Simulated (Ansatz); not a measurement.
# NaH: geometry relaxation (part 1 of 3)

NaH (2 atoms in the cell), computed with DFT PBEsol, scalar-relativistic, plane waves, PAW, spin-polarised (Ansatz 0.2.0).

The structure derives from an entry of the Crystallography Open Database. It belongs to a series of runs on one base structure; here: strip chain of atoms. Figures and captions count atoms from 1; the log counts them from 0 in places.

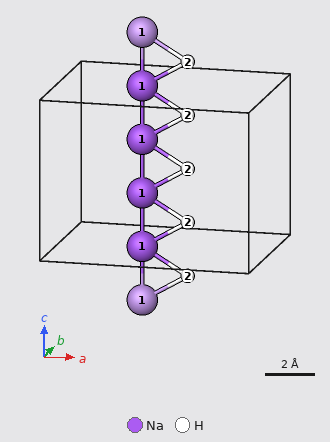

*The structure as given in the input (ball-and-stick view of the 3 repeat of the cell, with the vacuum cut short, seen slightly off an axis; neighbours outside the cell are drawn fainter; atoms are numbered from 1 in the order of the input).*

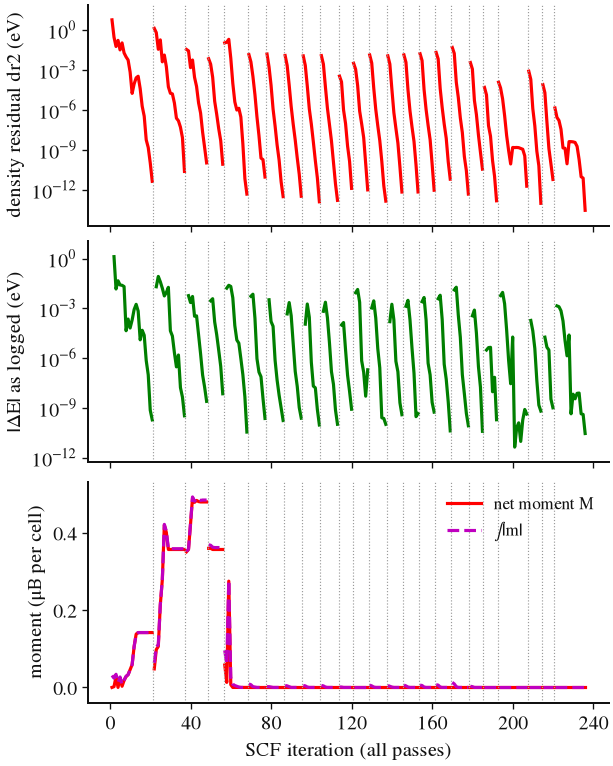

*Convergence of the self-consistent field: density residual dr2, size of the energy change and magnetic moment against the SCF iteration. The dotted lines part the SCF passes of the relaxation: geometry steps, rejected trials and re-solves on a re-selected basis.*

The 24 passes take 6 to 21 iterations each, 236 in all. The net moment starts and ends at 0.0 μB per cell, and ∫|m| falls to zero.

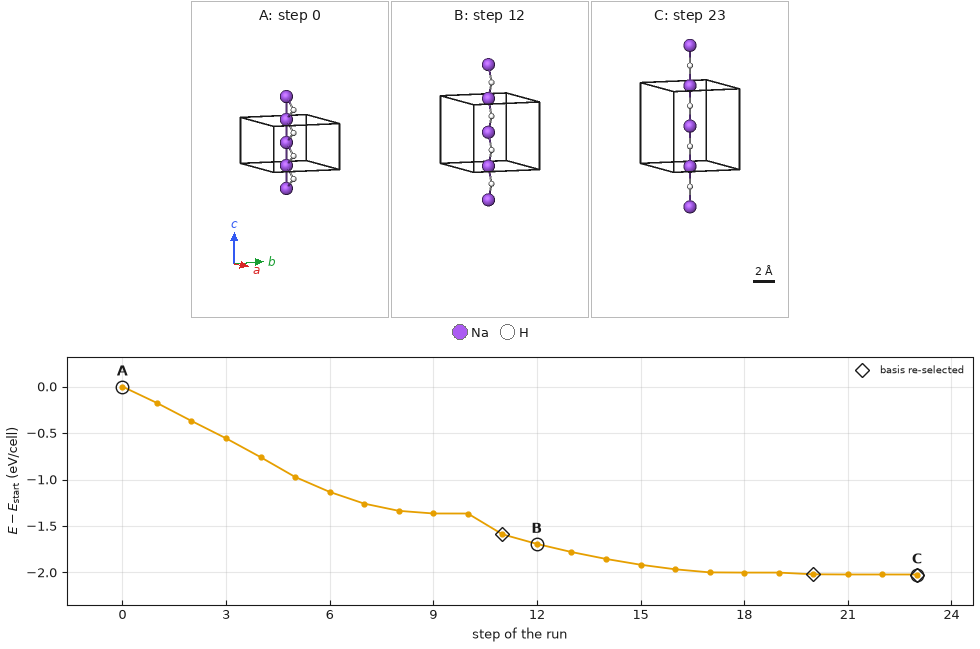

*Frames of the relaxation (ball-and-stick view of the 2 repeat of the cell, with the vacuum cut short, with bonded neighbours outside it, seen slightly off an axis) above the curves, on which the letters mark them (the first geometry is step 0 here and step 1 in the log).*

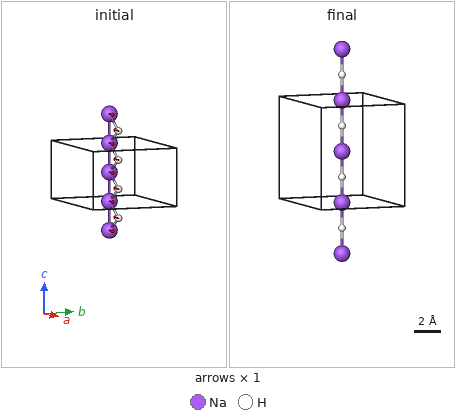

*Before (left) and after (right) the relaxation, at one scale (ball-and-stick view of the 2 repeat of the cell, with the vacuum cut short, with bonded neighbours outside it, seen slightly off an axis). The red arrows give the displacements (without the part carried along by the change of the cell), at true length.*

After 20 geometry steps the energy has fallen by 2.022 eV per cell of the calculation. The largest force component goes from 0.44 to under 0.0001 eV/Å. The basis was re-selected twice at an unchanged geometry, which shifts the energy a little without any move. The largest moves relative to the cell, 0.97 Å, are those of Na1 and H2. By element the largest moves are Na 0.97 Å, H 0.97 Å. Along the periodic axis the drawn cell goes c 4.571 → 8.027 Å (+75.6 %). Among the contacts that change: Na1–Na1 2.285 → 4.014 Å, Na1–H2 2.252 → 2.007 Å. Among the angles that change: H2–Na1–H2 61.0° → 180.0°, Na1–H2–Na1 61.0° → 180.0°. The energy change given includes the shifts at the re-selections in mid-walk, which come without any move. A last SCF at the same geometry on a re-selected plane-wave basis shifts the energy by −0.1 meV per cell of the calculation. (Atoms are counted from 1 in the order of the input.)

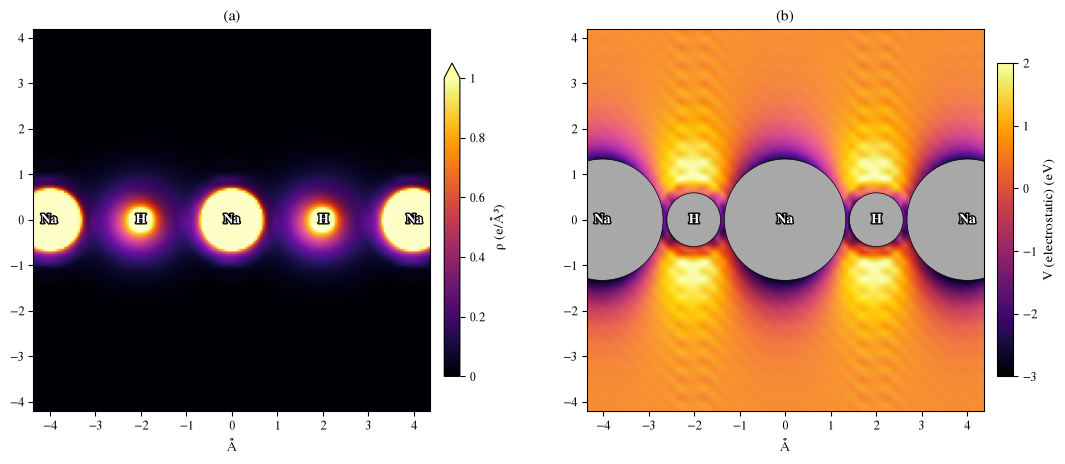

*(a) valence charge density (pseudo); (b) electrostatic potential (local pseudopotential plus Hartree) felt by an electron on the (010) plane of the calculation cell, a cut from vacuum to vacuum. Grey discs, where drawn, cover atomic cores.*

The section cuts through Na and H sites. Na–H (2.01 Å): ρ is about 0.19 e/Å³ halfway. The density dies away to nearly zero in the vacuum. Core electrons are frozen (PAW), so the fields are smoothed inside the atomic spheres.

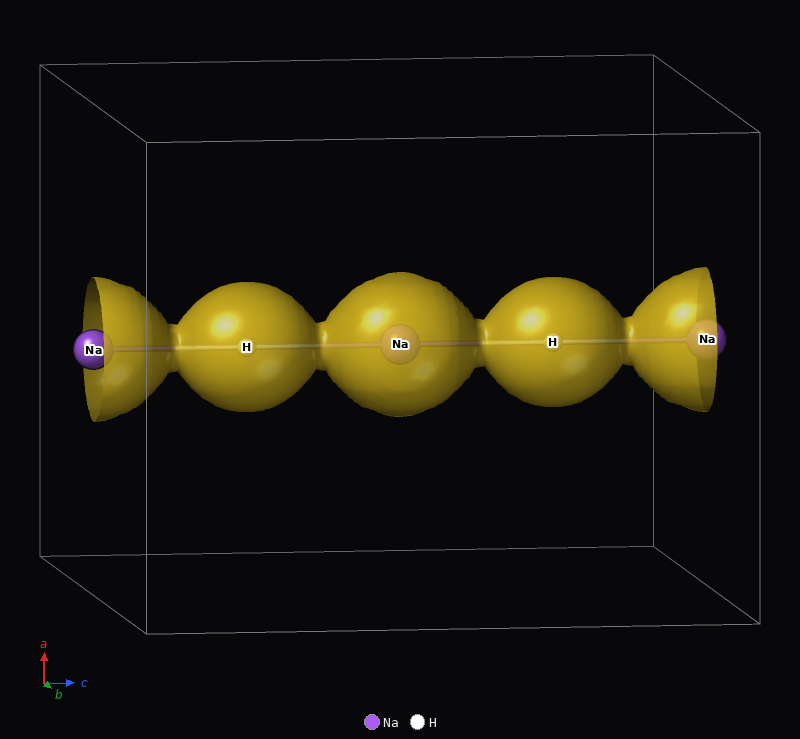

*Isosurface of the valence charge density (pseudo) at 0.15 e/Å³ (yellow), seen from the side, at a tilt. Sticks mark near contacts.*

At this value the density is joined into chains; it holds about 85 % of the electrons treated as valence (semicore included). On the grid the lowest density along these lines, outside the cores, is 0.18 e/Å³ (Na–H, 2.01 Å).

The input that produced these results follows, with the program's output.

Input file:
```yaml
crystal:
  lattice:
    - [10.9, 0.0, 0.0]
    - [0.0, 9.3, 0.0]
    - [0.0, 0.0, 2.2854870753]
  atoms:
    - { symbol: Na, position: [0.4109858764, 0.5, 0.0], spin: 0.5 }
    - { symbol: H, position: [0.5890141236, 0.5, 0.5] }
basis:
  ecutwfc: 420
kpoints:
  mp_grid: { grid: [1, 1, 28] }
hamiltonian:
  xc: pbesol
scf:
  occupations: { method: gaussian, width: 0.05 }
output:
  forces: true
  stress: true
  eigenvalues: true
  populations: true
  write_density: true
  write_potential: true
  elf: true
  volumetric_format: npy
magnetization:
  spin_polarized: true
relax:
  adjacent_minimum: "off"
  f_tol: 0.01
  max_steps: 45
  cell: { fix: [a, b, alpha, beta, gamma], stress_tol: 0.03 }
```

Launched with:
```bash
ansatz run input.yaml --threads 2 --pin off --max-ram 5120MiB --backend cpu --events-out ev --progress --plain --runs-dir out
```

What the program printed:
```
Engine: ansatz 0.2.0, x86_64-unknown-linux-gnu
Pseudopotentials: kind: paw
Pseudopotential: Na, paw, valence charge 9, recommended cutoff 420 eV (normal), Na.paw.azcp
Pseudopotential: H, paw, valence charge 1, recommended cutoff 420 eV (normal), H.paw.azcp
Functional definition: PBEsol
  exchange = pbesol_x
  correlation = pbesol_c
Crystal: 2 atoms, lattice volume = 231.680 Å³
Basis set: ecut = 420 eV, 4509 PW (Γ), exchange–correlation on 150×128×32 points (8 copies of the dense FFT grid, shifted against one another)
Bands: 10, of which v1, the nominal top of the filled ones, is band 5 counted from 1 (4 counted from 0)
Symmetry: 4 space group operations
Space group: Pmm2 (ITA 25), of the structure as read, at distance tolerance 6.1e-5 Å
Magnetic group: BNS 25.57 (UNI 155), of the structure as read, at distance tolerance 6.1e-5 Å
k-points: 15 of 28
Non-local potential: Na, projectors of the file, l = 0: 3, l = 1: 2, l = 2: 1
Non-local potential: H, projectors of the file, l = 0: 2, l = 1: 1
PAW form: soft (Blöchl's): semilocal exchange-correlation on the pseudo side does not see the compensation charge
PAW frozen core: Na, regenerated for the run's functional, and the local potential with it (the file was generated under x = pbe(κ = 0.804, μ = 0.2195149727645171), c = pbe(β = 0.06672455060314922))
PAW one-centre angular grid: Na, 110 points (default); XC on 64 Gauss nodes
PAW one-centre angular grid: H, 110 points (default); XC on 64 Gauss nodes
Initial density: superposition of atomic densities (neutral atoms: chi_scale 0, normalization atom)
Starting moments: Σ|m| = 0.5 μB on 1 of 2 sites
Initial wavefunctions: pseudopotential atomic-orbital guess
Functional: x = pbesol(κ = 0.804, μ = 0.12345679012345678), c = pbesol(β = 0.046)
SCF iter   1: F=—  HF=-1490.422559 eV  |F-HF|=—  |Δ(HF+E_count)|=         —  Δρ=2.10e-2 (↑2.10e-2 ↓1.85e-2)  dr2=5.64e0  dr2_m=4.23e-1  M=0.000 μB ∫|m|=0.031 μB  β_m=0.30  ethr=3.10e-3  ⟨swp⟩=5.9  Hψ=2173  notcnv=0
preconditioner: auto → Resta (q_TF=auto, 1.616 Å⁻¹)  ε∞=1.2  [insulator: Δε(μ)=1.665 eV  Ē_g=8.417 eV  σ=0.050 eV  W_gap=1.00  n_scr=20 (ndim 8)  ℏωp=3.5 eV  f_vac=0.659  D(μ)=0.00/eV (n_scr^D=0)  ε∞_Penn≈1.2  vacuum switching on, ρ_ref=5.1e-3 e/Å³]
spin=Collinear: Resta preconditioning applied to the charge; magnetization (m = ρ↑ − ρ↓) channel mixes plain (no charge-response kernel on spin).
SCF iter   2: F=—  HF=-1489.122892 eV  |F-HF|=—  |Δ(HF+E_count)|=    1.30e0  Δρ=1.07e-2 (↑1.06e-2 ↓1.07e-2)  dr2=2.82e-1  dr2_m=2.15e-1  M=0.002 μB ∫|m|=0.024 μB  β_m=0.30  ethr=3.10e-3  ⟨swp⟩=3.2  Hψ=785  notcnv=0  defer=30
SCF iter   3: F=—  HF=-1489.108258 eV  |F-HF|=—  |Δ(HF+E_count)|=   1.46e-2  Δρ=7.49e-3 (↑7.49e-3 ↓7.12e-3)  dr2=5.66e-2  dr2_m=1.08e-1  M=0.028 μB ∫|m|=0.034 μB  β_m=0.30  ethr=2.82e-3  ⟨swp⟩=1.2  Hψ=286  notcnv=0  defer=30
SCF iter   4: F=—  HF=-1489.153992 eV  |F-HF|=—  |Δ(HF+E_count)|=   4.57e-2  Δρ=5.73e-3 (↑5.42e-3 ↓5.73e-3)  dr2=1.63e-1  dr2_m=5.55e-2  M=0.000 μB ∫|m|=0.013 μB  β_m=0.30  ethr=5.66e-4  ⟨swp⟩=2.4  Hψ=514  notcnv=0  defer=22
SCF iter   5: F=—  HF=-1489.128281 eV  |F-HF|=—  |Δ(HF+E_count)|=   2.57e-2  Δρ=3.82e-3 (↑3.66e-3 ↓3.82e-3)  dr2=3.13e-2  dr2_m=2.78e-2  M=0.024 μB ∫|m|=0.027 μB  β_m=0.30  ethr=5.66e-4  ⟨swp⟩=2.0  Hψ=420  notcnv=0  defer=22
SCF iter   6: F=—  HF=-1489.152690 eV  |F-HF|=—  |Δ(HF+E_count)|=   2.44e-2  Δρ=3.15e-3 (↑3.15e-3 ↓3.00e-3)  dr2=1.05e-1  dr2_m=1.44e-2  M=0.003 μB ∫|m|=0.008 μB  β_m=0.30  ethr=3.13e-4  ⟨swp⟩=2.2  Hψ=491  notcnv=0  defer=22
SCF iter   7: F=—  HF=-1489.132190 eV  |F-HF|=—  |Δ(HF+E_count)|=   2.05e-2  Δρ=1.98e-3 (↑1.98e-3 ↓1.92e-3)  dr2=1.87e-2  dr2_m=7.20e-3  M=0.018 μB ∫|m|=0.019 μB  β_m=0.30  ethr=3.13e-4  ⟨swp⟩=1.9  Hψ=433  notcnv=0  defer=22
SCF iter   8: F=—  HF=-1489.132146 eV  |F-HF|=—  |Δ(HF+E_count)|=   4.45e-5  Δρ=1.45e-3 (↑1.35e-3 ↓1.45e-3)  dr2=9.33e-3  dr2_m=3.64e-3  M=0.028 μB ∫|m|=0.029 μB  β_m=0.30  ethr=1.87e-4  ⟨swp⟩=1.0  Hψ=350  notcnv=0  defer=22
SCF iter   9: F=—  HF=-1489.132372 eV  |F-HF|=—  |Δ(HF+E_count)|=   2.26e-4  Δρ=1.05e-3 (↑1.05e-3 ↓9.55e-4)  dr2=5.49e-3  dr2_m=1.87e-3  M=0.033 μB ∫|m|=0.033 μB  β_m=0.30  ethr=9.33e-5  ⟨swp⟩=1.0  Hψ=344  notcnv=0  defer=22
SCF iter  10: F=—  HF=-1489.132307 eV  |F-HF|=—  |Δ(HF+E_count)|=   6.50e-5  Δρ=7.22e-4 (↑6.66e-4 ↓7.22e-4)  dr2=6.88e-4  dr2_m=9.89e-4  M=0.046 μB ∫|m|=0.046 μB  β_m=0.30  ethr=5.49e-5  ⟨swp⟩=1.0  Hψ=287  notcnv=0  defer=22
SCF iter  11: F=—  HF=-1489.132504 eV  |F-HF|=—  |Δ(HF+E_count)|=   1.97e-4  Δρ=5.40e-4 (↑5.40e-4 ↓5.18e-4)  dr2=1.71e-5  dr2_m=5.94e-4  M=0.059 μB ∫|m|=0.059 μB  β_m=1.00  ethr=6.88e-6  ⟨swp⟩=1.0  Hψ=287  notcnv=0  defer=22
SCF iter  12: F=—  HF=-1489.133357 eV  |F-HF|=—  |Δ(HF+E_count)|=   8.53e-4  Δρ=5.22e-4 (↑4.51e-4 ↓5.22e-4)  dr2=8.81e-5  dr2_m=5.01e-4  M=0.106 μB ∫|m|=0.106 μB  β_m=1.00  ethr=1.71e-7  ⟨swp⟩=2.2  Hψ=440  notcnv=0  defer=22
SCF iter  13: F=—  HF=-1489.135096 eV  |F-HF|=—  |Δ(HF+E_count)|=   1.74e-3  Δρ=4.68e-4 (↑3.43e-4 ↓4.68e-4)  dr2=2.51e-4  dr2_m=3.46e-4  M=0.138 μB ∫|m|=0.138 μB  β_m=1.00  ethr=1.71e-7  ⟨swp⟩=3.0  Hψ=452  notcnv=0  defer=22
SCF iter  14: F=—  HF=-1489.135780 eV  |F-HF|=—  |Δ(HF+E_count)|=   6.84e-4  Δρ=1.89e-4 (↑6.73e-5 ↓1.89e-4)  dr2=3.31e-4  dr2_m=2.71e-5  M=0.142 μB ∫|m|=0.142 μB  β_m=0.30  ethr=1.71e-7  ⟨swp⟩=2.7  Hψ=360  notcnv=0  defer=22
Mixer restart at iter 14: flushing history
spin-set hold released at iteration 14 (site moments contracting): the magnetisation degrees of freedom join the quasi-Newton model from the next iteration; the mixer history was flushed
SCF iter  15: F=—  HF=-1489.135767 eV  |F-HF|=—  |Δ(HF+E_count)|=   1.26e-5  Δρ=9.30e-5 (↑8.01e-5 ↓9.30e-5)  dr2=3.89e-5  dr2_m=1.45e-5  M=0.142 μB ∫|m|=0.142 μB  β_m=0.40  ethr=1.71e-7  ⟨swp⟩=2.5  Hψ=393  notcnv=0  defer=22
SCF iter  16: F=—  HF=-1489.135815 eV  |F-HF|=—  |Δ(HF+E_count)|=   4.76e-5  Δρ=5.78e-5 (↑5.78e-5 ↓3.88e-5)  dr2=1.86e-6  dr2_m=4.80e-6  M=0.142 μB ∫|m|=0.142 μB  β_m=0.64  ethr=1.71e-7  ⟨swp⟩=2.4  Hψ=370  notcnv=0  defer=22
SCF iter  17: F=—  HF=-1489.135838 eV  |F-HF|=—  |Δ(HF+E_count)|=   2.38e-5  Δρ=1.69e-5 (↑1.22e-5 ↓1.69e-5)  dr2=3.35e-7  dr2_m=4.35e-7  M=0.142 μB ∫|m|=0.142 μB  β_m=0.71  ethr=1.86e-8  ⟨swp⟩=2.7  Hψ=453  notcnv=0  defer=22
SCF iter  18: F=—  HF=-1489.135839 eV  |F-HF|=—  |Δ(HF+E_count)|=   7.17e-7  Δρ=3.91e-6 (↑3.81e-6 ↓3.91e-6)  dr2=5.59e-9  dr2_m=3.02e-8  M=0.142 μB ∫|m|=0.142 μB  β_m=0.83  ethr=1.00e-9  ⟨swp⟩=11.0  Hψ=2165  notcnv=0
SCF iter  19: F=—  HF=-1489.135839 eV  |F-HF|=—  |Δ(HF+E_count)|=   9.81e-8  Δρ=8.87e-7 (↑6.64e-7 ↓8.87e-7)  dr2=1.49e-9  dr2_m=5.39e-10  M=0.142 μB ∫|m|=0.142 μB  β_m=0.78  ethr=5.59e-11  ⟨swp⟩=8.5  Hψ=1629  notcnv=0
SCF iter  20: F=—  HF=-1489.135839 eV  |F-HF|=—  |Δ(HF+E_count)|=  7.27e-10  Δρ=1.82e-7 (↑1.49e-7 ↓1.82e-7)  dr2=1.05e-10  dr2_m=5.40e-11  M=0.142 μB ∫|m|=0.142 μB  β_m=0.89  ethr=1.49e-11  ⟨swp⟩=7.4  Hψ=1465  notcnv=0
SCF iter  21: F=-1489.135839 eV  HF=-1489.135839 eV  |F-HF|=5.23e-12  |Δ(HF+E_count)|=  1.90e-10  Δρ=2.28e-8 (↑1.10e-8 ↓2.28e-8)  dr2=4.29e-12  dr2_m=4.36e-13  M=0.142 μB ∫|m|=0.142 μB  ethr=1.05e-12  ⟨swp⟩=5.8  Hψ=988  notcnv=0
SCF 1 converged in 21 iterations: F = -1489.135839 eV  dr2 = 4.29e-12
  greatest PAW one-centre occupation: 1.000 electrons in one spin orbital (limit 2), on the Na atom at site 0 (counted from 0), in its partial waves of l = 1
relax step   1: F+E_penalty+E_count = -1489.13583928 eV  Δ(F+E_penalty+E_count) = +0.000e0 eV  max|allowed force component| = 4.447e-1 eV/Å  Δτ_max = 0.0000 Å  P = +0.450 GPa  Ω = 231.680 Å³  fix = [a, b, alpha, beta, gamma]  reactions: a -0.609, b -0.019 GPa  (21 SCF iters, accepted)
Crystal: 2 atoms, lattice volume = 238.080 Å³
Basis set: ecut = 420 eV, 4605 PW (Γ), exchange–correlation on 150×128×32 points (8 copies of the dense FFT grid, shifted against one another)
Initial density: handed on by an earlier stage of this run
Starting moments: Σ|m| = 0.5 μB on 1 of 2 sites; this step starts from the density that it was given
Initial wavefunctions: those handed on with the density
```
